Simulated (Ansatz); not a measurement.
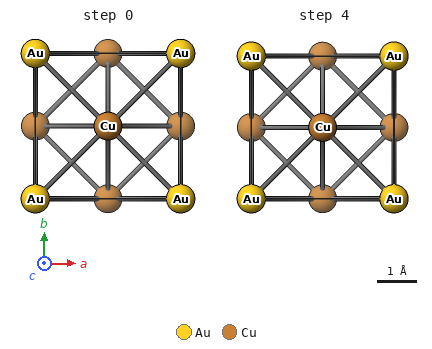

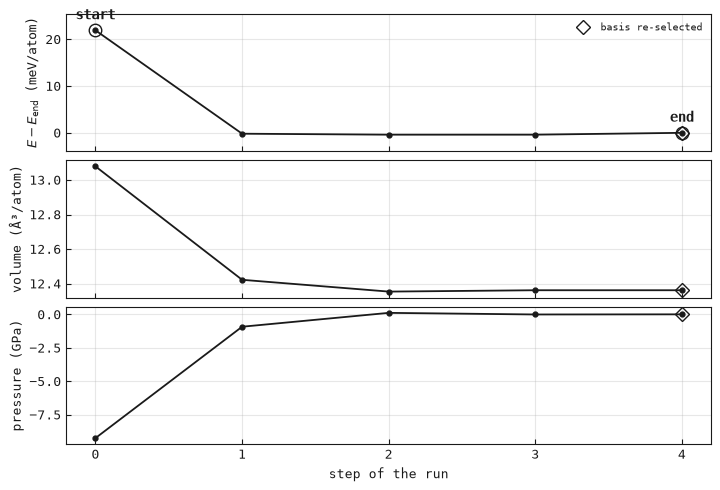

First and last geometry of a relaxation of crystalline Cu3Au (set up in Pm-3m), with the history of the run. A ball-and-stick model of the cell of the calculation, seen along the c axis.

The run lets cell and atoms move.

Computed with Ansatz, Kohn-Sham DFT of a periodic cell, LDA, Ansatz PAW.

The input:
```yaml
crystal:
  lattice:
    - [3.74, 0.0, 0.0]
    - [0.0, 3.74, 0.0]
    - [0.0, 0.0, 3.74]
  atoms:
    - { symbol: Au, position: [0.0, 0.0, 0.0] }
    - { symbol: Cu, position: [0.5, 0.5, 0.0] }
    - { symbol: Cu, position: [0.5, 0.0, 0.5] }
    - { symbol: Cu, position: [0.0, 0.5, 0.5] }
hamiltonian:
  xc: lda
  pseudopotentials: { kind: paw }
kpoints:
  mp_grid: { grid: [7, 7, 7] }
scf:
  occupations: { method: fermi_dirac, width: 0.05 }
output:
  forces: true
  stress: true
relax:
  f_tol: 0.01
  max_steps: 40
  cell: { stress_tol: 0.05 }
```

Command:
```bash
ansatz run input.yaml --threads 2 --pin off --max-ram 5632MiB --backend cpu --events-out ev --progress --plain --runs-dir out
```

Question: Read the history and describe the run.

Answer: It converged. After 3 accepted moves (4 points after the start) the energy has fallen by 21.9 meV per atom. All forces vanish by symmetry, so only the cell relaxes. Pressure: −9.25 GPa at the start and 0.01 GPa at the end. The SCF was repeated once at an unchanged geometry on a basis and grid sized afresh for the cell, which shifted the energy by 0.4 meV per atom at most. No atom moves by more than 0.005 Å relative to the cell. Cell: a = b = c 3.740 → 3.670 Å (−1.9 %). Volume −5.5 %. Near-neighbour distances that change, for instance: Au–Cu 2.645 → 2.595 Å, Cu–Cu 2.645 → 2.595 Å. The space group stays Pm-3m (No. 221).

```
step  E − E(0), meV/atom  pressure, GPa  volume, Å³/atom                      note
   0                0.00          -9.25           13.078                          
   1              -22.10          -0.92           12.422                          
   2              -22.31           0.12           12.354                          
   3              -22.31           0.00           12.362                          
   4              -21.91           0.01           12.362  same geometry, new basis
```
